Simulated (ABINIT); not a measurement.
Geometry relaxation of SnSe (part 2 of 3)

The same run, continued: SnSe (Fm-3m, 2 atoms in the cell); Kohn-Sham DFT of a periodic cell, LDA, PseudoDojo NC SR LDA v0.4.1 standard, no spin polarisation (ABINIT 10.8.3); cutoff 1170.09 eV, 6×6×6 k-mesh, fermi-dirac of 0.05 eV. The structure derives from an entry of the Crystallography Open Database.

Geometry of the input (Å; fractional positions):
```
0.0000  3.0100  3.0100
3.0100  0.0000  3.0100
3.0100  3.0100  0.0000
Sn 0.0000  0.0000  0.0000
Se 0.5000  0.5000  0.5000
```

### Output, continued
```
--- !ResultsGS
iteration_state: {dtset: 1, itime: 3, icycle: 1, }
comment   : Summary of ground state results
lattice_vectors:
- [  0.0000000,   5.5453398,   5.5453398, ]
- [  5.5453398,   0.0000000,   5.5453398, ]
- [  5.5453398,   5.5453398,   0.0000000, ]
lattice_lengths: [   7.84229,    7.84229,    7.84229, ]
lattice_angles: [ 60.000,  60.000,  60.000, ] # degrees, (23, 13, 12)
lattice_volume:   3.4104719E+02
convergence: {deltae: -7.446E-12, res2:  9.495E-13, residm:  4.941E-08, diffor: null, }
etotal    :  -1.99793352E+02
entropy   :   0.00000000E+00
fermie    :   2.12316657E-01
cartesian_stress_tensor: # hartree/bohr^3
- [ -1.30606194E-05,   0.00000000E+00,   0.00000000E+00, ]
- [  0.00000000E+00,  -1.30606194E-05,   0.00000000E+00, ]
- [  0.00000000E+00,   0.00000000E+00,  -1.30606194E-05, ]
pressure_GPa:   3.8426E-01
xred      :
- [  0.0000E+00,   0.0000E+00,   0.0000E+00, Sn]
- [  5.0000E-01,   5.0000E-01,   5.0000E-01, Se]
cartesian_forces: # hartree/bohr
- [ -0.00000000E+00,  -0.00000000E+00,  -0.00000000E+00, ]
- [ -0.00000000E+00,  -0.00000000E+00,  -0.00000000E+00, ]
force_length_stats: {min:   0.00000000E+00, max:   0.00000000E+00, mean:   0.00000000E+00, }
...

 Integrated electronic density in atomic spheres:
 ------------------------------------------------
 Atom  Sphere_radius  Integrated_density
    1        2.00000         10.56411252
    2        2.00000         13.24717497

---OUTPUT-----------------------------------------------------------------------

 Cartesian coordinates (xcart) [bohr]
  0.00000000000000E+00  0.00000000000000E+00  0.00000000000000E+00
  5.54533977847702E+00  5.54533977847702E+00  5.54533977847702E+00
 Reduced coordinates (xred)
  0.00000000000000E+00  0.00000000000000E+00  0.00000000000000E+00
  5.00000000000000E-01  5.00000000000000E-01  5.00000000000000E-01
 Cartesian forces (fcart) [Ha/bohr]; max,rms= 0.00000E+00 0.00000E+00 (free atoms)
 -0.00000000000000E+00 -0.00000000000000E+00 -0.00000000000000E+00
 -0.00000000000000E+00 -0.00000000000000E+00 -0.00000000000000E+00
 Gradient of E wrt nuclear positions in reduced coordinates (gred)
  0.00000000000000E+00  0.00000000000000E+00  0.00000000000000E+00
  0.00000000000000E+00  0.00000000000000E+00  0.00000000000000E+00
 Scale of Primitive Cell (acell) [bohr]
  7.84229472268923E+00  7.84229472268922E+00  7.84229472268922E+00
 Real space primitive translations (rprimd) [bohr]
  0.00000000000000E+00  5.54533977847703E+00  5.54533977847703E+00
  5.54533977847702E+00  0.00000000000000E+00  5.54533977847702E+00
  5.54533977847702E+00  5.54533977847702E+00  0.00000000000000E+00
 Unitary Cell Volume (ucvol) [Bohr^3]=  3.41047194155045E+02
 Angles (23,13,12)= [degrees]
  6.00000000000000E+01  6.00000000000000E+01  6.00000000000000E+01
 Lengths [Bohr]
  7.84229472268922E+00  7.84229472268922E+00  7.84229472268922E+00
 Stress tensor in cartesian coordinates (strten) [Ha/bohr^3]
 -1.30606194427493E-05  0.00000000000000E+00  0.00000000000000E+00
  0.00000000000000E+00 -1.30606194427597E-05  0.00000000000000E+00
  0.00000000000000E+00  0.00000000000000E+00 -1.30606194427563E-05
 Total energy (etotal) [Ha]= -1.99793352262565E+02

 Difference of energy with previous step (new-old):
           Absolute (Ha)=-1.16249E-03
           Relative     =-5.81846E-06

--- Iteration: ( 4/50) Internal Cycle: (1/1)
--------------------------------------------------------------------------------

---SELF-CONSISTENT-FIELD CONVERGENCE--------------------------------------------

--- !BeginCycle
iteration_state: {dtset: 1, itime: 4, icycle: 1, }
solver: {iscf: 7, nstep: 80, nline: 4, wfoptalg: 0, }
tolerances: {tolvrs: 1.00E-12, }
...

     iter   Etot(hartree)      deltaE(h)  residm     vres2
 ETOT  1  -199.79128701794    -1.998E+02 5.988E-08 2.948E+01
 ETOT  2  -199.79296080512    -1.674E-03 1.842E-07 6.323E+00
 ETOT  3  -199.79336320936    -4.024E-04 9.929E-06 6.977E-02
 ETOT  4  -199.79336587577    -2.666E-06 1.258E-07 2.409E-03
 ETOT  5  -199.79336597568    -9.991E-08 2.435E-08 1.285E-04
 ETOT  6  -199.79336598596    -1.029E-08 9.127E-09 4.988E-07
 ETOT  7  -199.79336598598    -1.535E-11 1.369E-08 8.574E-09
 ETOT  8  -199.79336598599    -1.327E-11 6.301E-09 3.513E-10
 ETOT  9  -199.79336598600    -2.132E-12 9.101E-09 2.103E-12
 ETOT 10  -199.79336598599     6.821E-13 3.980E-09 8.389E-15

 At SCF step   10       vres2   =  8.39E-15 < tolvrs=  1.00E-12 =>converged.

 Cartesian components of stress tensor (hartree/bohr^3)
  sigma(1 1)=  1.06407344E-06  sigma(3 2)=  0.00000000E+00
  sigma(2 2)=  1.06407344E-06  sigma(3 1)=  0.00000000E+00
  sigma(3 3)=  1.06407344E-06  sigma(2 1)=  0.00000000E+00

--- !ResultsGS
iteration_state: {dtset: 1, itime: 4, icycle: 1, }
comment   : Summary of ground state results
lattice_vectors:
- [  0.0000000,   5.5577679,   5.5577679, ]
- [  5.5577679,   0.0000000,   5.5577679, ]
- [  5.5577679,   5.5577679,   0.0000000, ]
lattice_lengths: [   7.85987,    7.85987,    7.85987, ]
lattice_angles: [ 60.000,  60.000,  60.000, ] # degrees, (23, 13, 12)
lattice_volume:   3.4334539E+02
convergence: {deltae:  6.821E-13, res2:  8.389E-15, residm:  3.980E-09, diffor: null, }
etotal    :  -1.99793366E+02
entropy   :   0.00000000E+00
fermie    :   2.09171440E-01
cartesian_stress_tensor: # hartree/bohr^3
- [  1.06407344E-06,   0.00000000E+00,   0.00000000E+00, ]
- [  0.00000000E+00,   1.06407344E-06,   0.00000000E+00, ]
- [  0.00000000E+00,   0.00000000E+00,   1.06407344E-06, ]
pressure_GPa:  -3.1306E-02
xred      :
- [  0.0000E+00,   0.0000E+00,   0.0000E+00, Sn]
- [  5.0000E-01,   5.0000E-01,   5.0000E-01, Se]
cartesian_forces: # hartree/bohr
- [ -0.00000000E+00,  -0.00000000E+00,  -0.00000000E+00, ]
- [ -0.00000000E+00,  -0.00000000E+00,  -0.00000000E+00, ]
force_length_stats: {min:   0.00000000E+00, max:   0.00000000E+00, mean:   0.00000000E+00, }
...

 Integrated electronic density in atomic spheres:
 ------------------------------------------------
 Atom  Sphere_radius  Integrated_density
    1        2.00000         10.55096023
    2        2.00000         13.23154033

---OUTPUT-----------------------------------------------------------------------

 Cartesian coordinates (xcart) [bohr]
  0.00000000000000E+00  0.00000000000000E+00  0.00000000000000E+00
  5.55776791509682E+00  5.55776791509682E+00  5.55776791509682E+00
 Reduced coordinates (xred)
  0.00000000000000E+00  0.00000000000000E+00  0.00000000000000E+00
  5.00000000000000E-01  5.00000000000000E-01  5.00000000000000E-01
 Cartesian forces (fcart) [Ha/bohr]; max,rms= 0.00000E+00 0.00000E+00 (free atoms)
 -0.00000000000000E+00 -0.00000000000000E+00 -0.00000000000000E+00
 -0.00000000000000E+00 -0.00000000000000E+00 -0.00000000000000E+00
 Gradient of E wrt nuclear positions in reduced coordinates (gred)
  0.00000000000000E+00  0.00000000000000E+00  0.00000000000000E+00
  0.00000000000000E+00  0.00000000000000E+00  0.00000000000000E+00
 Scale of Primitive Cell (acell) [bohr]
  7.85987076205196E+00  7.85987076205196E+00  7.85987076205196E+00
 Real space primitive translations (rprimd) [bohr]
  0.00000000000000E+00  5.55776791509682E+00  5.55776791509682E+00
  5.55776791509682E+00  0.00000000000000E+00  5.55776791509682E+00
  5.55776791509682E+00  5.55776791509682E+00  0.00000000000000E+00
 Unitary Cell Volume (ucvol) [Bohr^3]=  3.43345387504873E+02
 Angles (23,13,12)= [degrees]
  6.00000000000000E+01  6.00000000000000E+01  6.00000000000000E+01
 Lengths [Bohr]
  7.85987076205196E+00  7.85987076205196E+00  7.85987076205196E+00
 Stress tensor in cartesian coordinates (strten) [Ha/bohr^3]
  1.06407343693389E-06  0.00000000000000E+00  0.00000000000000E+00
  0.00000000000000E+00  1.06407343693736E-06  0.00000000000000E+00
  0.00000000000000E+00  0.00000000000000E+00  1.06407343694083E-06
 Total energy (etotal) [Ha]= -1.99793365985995E+02

 Difference of energy with previous step (new-old):
           Absolute (Ha)=-1.37234E-05
           Relative     =-6.86881E-08

--- Iteration: ( 5/50) Internal Cycle: (1/1)
--------------------------------------------------------------------------------

---SELF-CONSISTENT-FIELD CONVERGENCE--------------------------------------------

--- !BeginCycle
iteration_state: {dtset: 1, itime: 5, icycle: 1, }
solver: {iscf: 7, nstep: 80, nline: 4, wfoptalg: 0, }
tolerances: {tolvrs: 1.00E-12, }
...

     iter   Etot(hartree)      deltaE(h)  residm     vres2
 ETOT  1  -199.79335413366    -1.998E+02 1.596E-07 1.689E-01
 ETOT  2  -199.79336370832    -9.575E-06 1.634E-09 3.698E-02
 ETOT  3  -199.79336606027    -2.352E-06 5.831E-08 4.016E-04
 ETOT  4  -199.79336607575    -1.548E-08 1.964E-09 1.403E-05
 ETOT  5  -199.79336607634    -5.888E-10 1.454E-09 7.668E-07
 ETOT  6  -199.79336607640    -6.528E-11 8.068E-10 2.968E-09
 ETOT  7  -199.79336607640     6.366E-12 9.462E-10 4.193E-11
 ETOT  8  -199.79336607639     4.917E-12 6.090E-10 1.808E-12
 ETOT  9  -199.79336607640    -5.372E-12 6.582E-10 1.111E-14

 At SCF step    9       vres2   =  1.11E-14 < tolvrs=  1.00E-12 =>converged.

 Cartesian components of stress tensor (hartree/bohr^3)
  sigma(1 1)=  8.85568390E-09  sigma(3 2)=  0.00000000E+00
  sigma(2 2)=  8.85568390E-09  sigma(3 1)=  0.00000000E+00
  sigma(3 3)=  8.85568390E-09  sigma(2 1)=  0.00000000E+00

--- !ResultsGS
iteration_state: {dtset: 1, itime: 5, icycle: 1, }
comment   : Summary of ground state results
lattice_vectors:
- [  0.0000000,   5.5568258,   5.5568258, ]
- [  5.5568258,   0.0000000,   5.5568258, ]
- [  5.5568258,   5.5568258,   0.0000000, ]
lattice_lengths: [   7.85854,    7.85854,    7.85854, ]
lattice_angles: [ 60.000,  60.000,  60.000, ] # degrees, (23, 13, 12)
lattice_volume:   3.4317082E+02
convergence: {deltae: -5.372E-12, res2:  1.111E-14, residm:  6.582E-10, diffor: null, }
etotal    :  -1.99793366E+02
entropy   :   0.00000000E+00
fermie    :   2.09409054E-01
cartesian_stress_tensor: # hartree/bohr^3
- [  8.85568390E-09,   0.00000000E+00,   0.00000000E+00, ]
- [  0.00000000E+00,   8.85568390E-09,   0.00000000E+00, ]
- [  0.00000000E+00,   0.00000000E+00,   8.85568390E-09, ]
pressure_GPa:  -2.6054E-04
xred      :
- [  0.0000E+00,   0.0000E+00,   0.0000E+00, Sn]
- [  5.0000E-01,   5.0000E-01,   5.0000E-01, Se]
cartesian_forces: # hartree/bohr
- [ -0.00000000E+00,  -0.00000000E+00,  -0.00000000E+00, ]
- [ -0.00000000E+00,  -0.00000000E+00,  -0.00000000E+00, ]
force_length_stats: {min:   0.00000000E+00, max:   0.00000000E+00, mean:   0.00000000E+00, }
...

 Integrated electronic density in atomic spheres:
 ------------------------------------------------
 Atom  Sphere_radius  Integrated_density
    1        2.00000         10.55007008
    2        2.00000         13.23054303

---OUTPUT-----------------------------------------------------------------------

 Cartesian coordinates (xcart) [bohr]
  0.00000000000000E+00  0.00000000000000E+00  0.00000000000000E+00
  5.55682581959588E+00  5.55682581959588E+00  5.55682581959588E+00
 Reduced coordinates (xred)
  0.00000000000000E+00  0.00000000000000E+00  0.00000000000000E+00
  5.00000000000000E-01  5.00000000000000E-01  5.00000000000000E-01
 Cartesian forces (fcart) [Ha/bohr]; max,rms= 0.00000E+00 0.00000E+00 (free atoms)
 -0.00000000000000E+00 -0.00000000000000E+00 -0.00000000000000E+00
 -0.00000000000000E+00 -0.00000000000000E+00 -0.00000000000000E+00
 Gradient of E wrt nuclear positions in reduced coordinates (gred)
  0.00000000000000E+00  0.00000000000000E+00  0.00000000000000E+00
  0.00000000000000E+00  0.00000000000000E+00  0.00000000000000E+00
 Scale of Primitive Cell (acell) [bohr]
  7.85853843781749E+00  7.85853843781749E+00  7.85853843781749E+00
 Real space primitive translations (rprimd) [bohr]
  0.00000000000000E+00  5.55682581959588E+00  5.55682581959588E+00
  5.55682581959588E+00  0.00000000000000E+00  5.55682581959588E+00
  5.55682581959588E+00  5.55682581959588E+00  0.00000000000000E+00
 Unitary Cell Volume (ucvol) [Bohr^3]=  3.43170815992046E+02
 Angles (23,13,12)= [degrees]
  6.00000000000000E+01  6.00000000000000E+01  6.00000000000000E+01
 Lengths [Bohr]
  7.85853843781749E+00  7.85853843781749E+00  7.85853843781749E+00
 Stress tensor in cartesian coordinates (strten) [Ha/bohr^3]
  8.85568390493474E-09  0.00000000000000E+00  0.00000000000000E+00
  0.00000000000000E+00  8.85568389973057E-09  0.00000000000000E+00
  0.00000000000000E+00  0.00000000000000E+00  8.85568389626112E-09
 Total energy (etotal) [Ha]= -1.99793366076398E+02

 Difference of energy with previous step (new-old):
           Absolute (Ha)=-9.04035E-08
           Relative     =-4.52485E-10

 At Broyd/MD step   5, gradients are converged :
  max grad (force/stress) = 8.8557E-07 < tolmxf= 2.0000E-05 ha/bohr (free atoms)

================================================================================

 ----iterations are completed or convergence reached----

 Mean square residual over all n,k,spin=   21.686E-13; max=  65.818E-11
 reduced coordinates (array xred) for    2 atoms
       0.000000000000      0.000000000000      0.000000000000
       0.500000000000      0.500000000000      0.500000000000
 rms dE/dt=  0.0000E+00; max dE/dt=  0.0000E+00; dE/dt below (all hartree)
    1       0.000000000000      0.000000000000      0.000000000000
    2       0.000000000000      0.000000000000      0.000000000000

 cartesian coordinates (angstrom) at end:
    1      0.00000000000000     0.00000000000000     0.00000000000000
    2      2.94054558669263     2.94054558669263     2.94054558669263

 cartesian forces (hartree/bohr) at end:
    1     -0.00000000000000    -0.00000000000000    -0.00000000000000
    2     -0.00000000000000    -0.00000000000000    -0.00000000000000
 frms,max,avg= 0.0000000E+00 0.0000000E+00   0.000E+00  0.000E+00  0.000E+00 h/b

 cartesian forces (eV/Angstrom) at end:
    1     -0.00000000000000    -0.00000000000000    -0.00000000000000
    2     -0.00000000000000    -0.00000000000000    -0.00000000000000
 frms,max,avg= 0.0000000E+00 0.0000000E+00   0.000E+00  0.000E+00  0.000E+00 e/A
 length scales=  7.858538437817  7.858538437817  7.858538437817 bohr
              =  4.158559449477  4.158559449477  4.158559449477 angstroms
 Fermi (or HOMO) energy (hartree) =   0.20941   Average Vxc (hartree)=  -0.39482
 Eigenvalues (hartree) for nkpt=  16  k points:
 kpt#   1, nband= 19, wtk=  0.00463, kpt=  0.0000  0.0000  0.0000 (reduced coord)
  -1.56715   -1.56715   -1.56707   -1.56707   -1.56707   -0.59140   -0.59140   -0.59123
  -0.59123   -0.59123   -0.33110    0.01411    0.11111    0.11111    0.11111    0.36293
   0.36293    0.36293    0.41171
      occupation numbers for kpt#   1
   2.00000    2.00000    2.00000    2.00000    2.00000    2.00000    2.00000    2.00000
   2.00000    2.00000    2.00000    2.00000    2.00000    2.00000    2.00000    0.00000
   0.00000    0.00000    0.00000
 prteigrs : prtvol=0 or 1, do not print more k-points.

--- !EnergyTerms
iteration_state     : {dtset: 1, itime: 5, icycle: 1, }
comment             : Components of total free energy in Hartree
kinetic             :  1.25150816634734E+02
hartree             :  5.20896676170279E+01
xc                  : -4.55679892627876E+01
Ewald energy        : -1.15198769632179E+02
psp_core            :  5.32019447300103E+00
local_psp           : -1.48436234122585E+02
non_local_psp       : -7.31510516090396E+01
internal            : -1.99793365901829E+02
'-kT*entropy'       : -1.74569339122001E-07
total_energy        : -1.99793366076398E+02
total_energy_eV     : -5.43665445368956E+03
band_energy         : -2.17591032678847E+01
...

 Cartesian components of stress tensor (hartree/bohr^3)
  sigma(1 1)=  8.85568390E-09  sigma(3 2)=  0.00000000E+00
  sigma(2 2)=  8.85568390E-09  sigma(3 1)=  0.00000000E+00
  sigma(3 3)=  8.85568390E-09  sigma(2 1)=  0.00000000E+00

-Cartesian components of stress tensor (GPa)         [Pressure= -2.6054E-04 GPa]
- sigma(1 1)=  2.60543216E-04  sigma(3 2)=  0.00000000E+00
- sigma(2 2)=  2.60543216E-04  sigma(3 1)=  0.00000000E+00
- sigma(3 3)=  2.60543215E-04  sigma(2 1)=  0.00000000E+00

== END DATASET(S) ==============================================================
================================================================================

 -outvars: echo values of variables after computation  --------
            acell      7.8585384378E+00  7.8585384378E+00  7.8585384378E+00 Bohr
           etotal     -1.9979336608E+02
            fcart     -0.0000000000E+00 -0.0000000000E+00 -0.0000000000E+00
                      -0.0000000000E+00 -0.0000000000E+00 -0.0000000000E+00
            rprim      0.0000000000E+00  7.0710678119E-01  7.0710678119E-01
                       7.0710678119E-01  0.0000000000E+00  7.0710678119E-01
                       7.0710678119E-01  7.0710678119E-01  0.0000000000E+00
           strten      8.8556839049E-09  8.8556838997E-09  8.8556838963E-09
                       0.0000000000E+00  0.0000000000E+00  0.0000000000E+00
           xangst      0.0000000000E+00  0.0000000000E+00  0.0000000000E+00
                       2.9405455867E+00  2.9405455867E+00  2.9405455867E+00
             xred      0.0000000000E+00  0.0000000000E+00  0.0000000000E+00
                       5.0000000000E-01  5.0000000000E-01  5.0000000000E-01
 Calculation completed.
```

### Trajectory as extended XYZ (Å, eV, eV/Å), 5 frames, from step=0 to step=4
```
2
Lattice="0.0000 3.0100 3.0100 3.0100 0.0000 3.0100 3.0100 3.0100 0.0000" Properties=species:S:1:pos:R:3:forces:R:3 step=0 energy=-5436.60943
Sn    0.0000    0.0000    0.0000    0.0000   0.0000   0.0000
Se    3.0100    3.0100    3.0100    0.0000   0.0000   0.0000
2
Lattice="0.0000 2.9987 2.9987 2.9987 0.0000 2.9987 2.9987 2.9987 0.0000" Properties=species:S:1:pos:R:3:forces:R:3 step=1 energy=-5436.62244
Sn    0.0000    0.0000    0.0000    0.0000   0.0000   0.0000
Se    2.9987    2.9987    2.9987    0.0000   0.0000   0.0000
2
Lattice="0.0000 2.9345 2.9345 2.9345 0.0000 2.9345 2.9345 2.9345 0.0000" Properties=species:S:1:pos:R:3:forces:R:3 step=2 energy=-5436.65408
Sn    0.0000    0.0000    0.0000    0.0000   0.0000   0.0000
Se    2.9345    2.9345    2.9345    0.0000   0.0000   0.0000
2
Lattice="0.0000 2.9410 2.9410 2.9410 0.0000 2.9410 2.9410 2.9410 0.0000" Properties=species:S:1:pos:R:3:forces:R:3 step=3 energy=-5436.65445
Sn    0.0000    0.0000    0.0000    0.0000   0.0000   0.0000
Se    2.9410    2.9410    2.9410    0.0000   0.0000   0.0000
2
Lattice="0.0000 2.9405 2.9405 2.9405 0.0000 2.9405 2.9405 2.9405 0.0000" Properties=species:S:1:pos:R:3:forces:R:3 step=4 energy=-5436.65445
Sn    0.0000    0.0000    0.0000    0.0000   0.0000   0.0000
Se    2.9405    2.9405    2.9405    0.0000   0.0000   0.0000
```

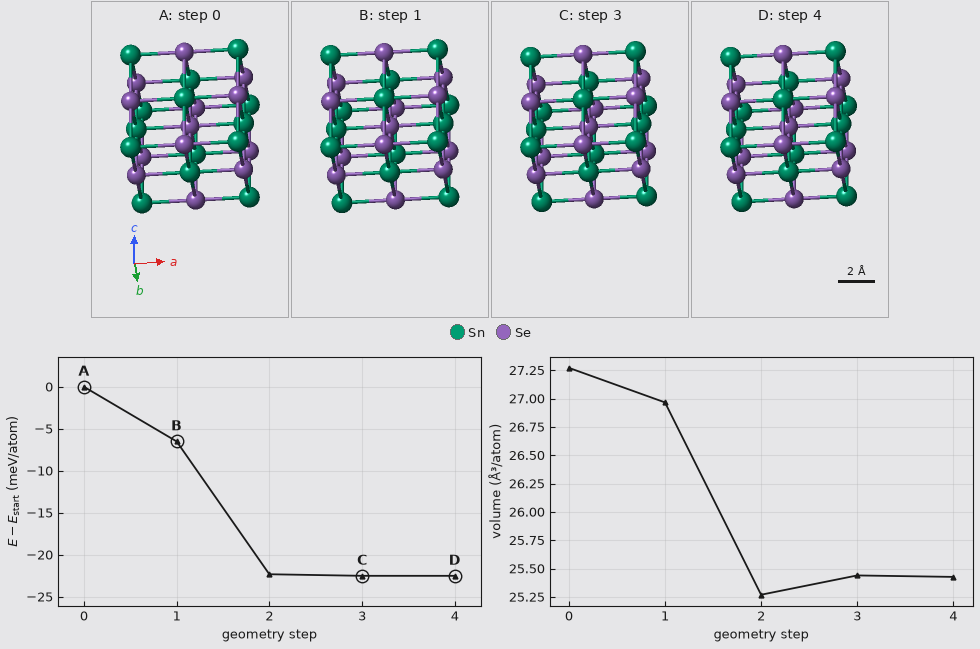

Figure 1. Frames of the relaxation (ball-and-stick view of the cell 4 times as large as that of the calculation, set on its symmetry axes, seen at an oblique angle) above the curves, on which the letters mark them (steps are counted from 0).
